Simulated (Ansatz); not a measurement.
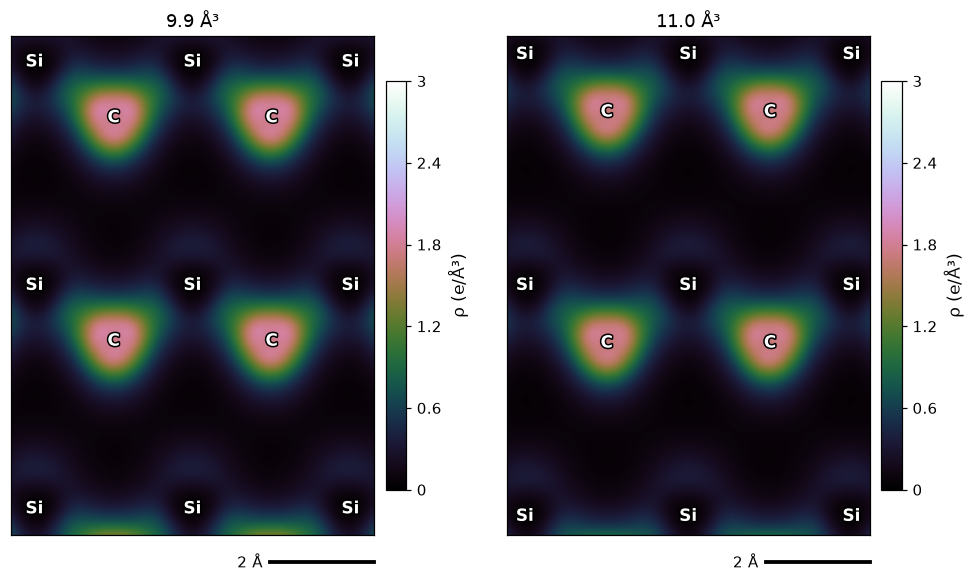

SiC. The valence pseudo-density of cells scaled evenly to different volumes (given per atom above each panel), on the (101̄) plane of each (indices in the axes of the cell below), at one length scale and on one colour scale.

Theory: Kohn-Sham DFT of a periodic cell, PBEsol0, Ansatz PAW in Ansatz 0.2.0.

The largest cell:

```
Si C
1.0
     0.00000    2.22174    2.22174
     2.22174    0.00000    2.22174
     2.22174    2.22174    0.00000
Si C
1 1
Direct
  0.00000 0.00000 0.00000
  0.75000 0.75000 0.75000
```

| volume (Å³/atom) | Si–C contact in the plane (Å) | ρ at its midpoint (e/Å³) | pressure (GPa) | gap on the mesh (eV) | 
| --- | --- | --- | --- | --- |
| 9.93 | 1.862 | 0.930 | 6.1 | 3.39 | 
| 10.55 | 1.900 | ? | ? | ? | 
| 10.97 | 1.924 | 0.851 | −15.5 | 3.38 | 

Question: Estimate the missing row, and compare with the calculation.

Answer: Over the known rows ln ρ falls by 1.43 per Å of Si–C distance (the line through the two), which gives 0.881 e/Å³ at 1.900 Å; the calculation gives 0.881 e/Å³. For the pressure, a straight line in volume between the neighbouring rows gives −6.8 GPa; the calculation gives −8.1, lower because pressure rises ever faster on compression. For the gap on the mesh, a straight line in volume between the neighbouring rows gives 3.38 eV; the calculation gives 3.39.
